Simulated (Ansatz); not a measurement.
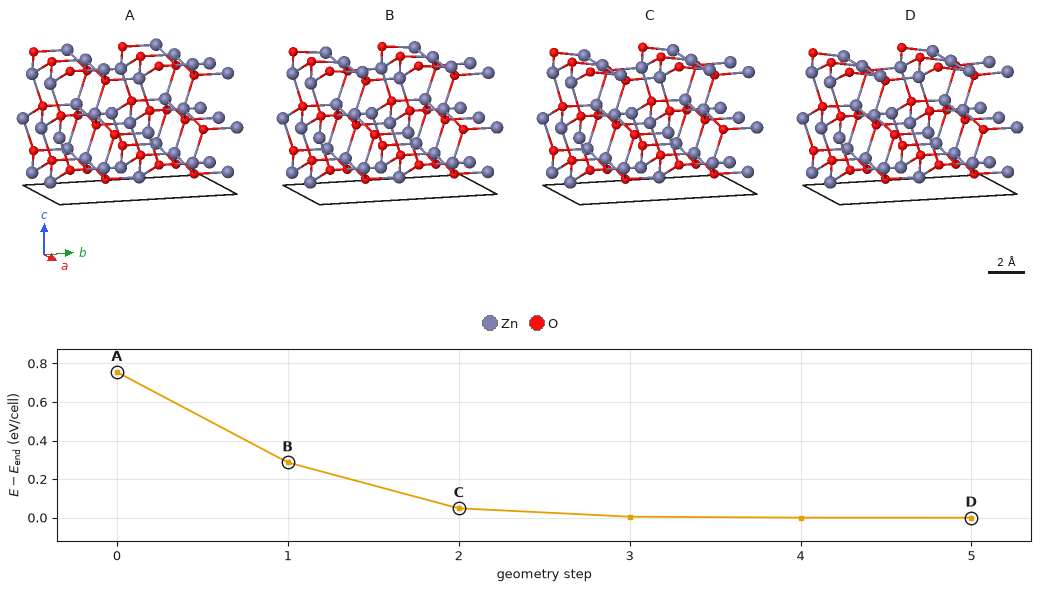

Frames of a constrained relaxation of a slab of composition ZnO (cut from the P6_3mc phase), marked on the history of the run. Style: ball-and-stick. Shown: the 1 × 2 repeat of the cell, outlined in the plane, without the vacuum (origin shifted), slightly off an axis.

Case: clean slab, lower planes held. The slab is the (1 0 0) face of ZnO. 12 atoms are held fixed.

All numbers below come from Ansatz 0.2.0, DFT PBE, scalar-relativistic, plane waves, PAW. (plane-wave cutoff 420 eV; k-point mesh 3 × 3 × 1; occupations gaussian; smearing width 0.05 eV; no spin polarisation; dipole correction; atoms relaxed in a fixed cell; force threshold 0.03 eV/Å; at most 70 steps)

Describe the path.

Over 5 geometry steps the energy falls by 0.755 eV per cell of the calculation. Largest force component: 1.4 eV/Å at the start, 0.023 eV/Å at the end. The largest moves, 0.42 Å, are those of Zn atoms. Largest moves by element: Zn 0.42 Å, O 0.07 Å. The lattice vectors keep their values. Among the contacts that change: O–Zn 2.007 → 1.863 Å, O–Zn 1.999 → 2.103 Å, O–Zn 1.999 → 1.931 Å, O–Zn 1.999 → 2.061 Å. Among the angles between lasting bonds that change: Zn–O–Zn 110.3° → 99.0°, O–Zn–O 108.7° → 118.6°, Zn–O–Zn 108.7° → 114.7°. Cost: 2.1 min on 4 threads of Arm Neoverse V1, on a shared host, peak memory 1.9 GiB. From step 0 to 1: Zn atoms move most (0.17 Å), energy −0.469 eV per cell of the calculation. From step 1 to 2: Zn atoms move most (0.19 Å), energy −0.238 eV per cell of the calculation. From step 2 to 5: Zn atoms move most (0.07 Å), energy −48.7 meV per cell of the calculation.

```json
{"step": "0", "E − E(0), meV/atom": "0.00", "largest force component, eV/Å": "1.3756"}
{"step": "1", "E − E(0), meV/atom": "-19.53", "largest force component, eV/Å": "0.8349"}
{"step": "2", "E − E(0), meV/atom": "-29.45", "largest force component, eV/Å": "0.6813"}
{"step": "3", "E − E(0), meV/atom": "-31.26", "largest force component, eV/Å": "0.1414"}
{"step": "4", "E − E(0), meV/atom": "-31.47", "largest force component, eV/Å": "0.0310"}
{"step": "5", "E − E(0), meV/atom": "-31.48", "largest force component, eV/Å": "0.0225"}
```
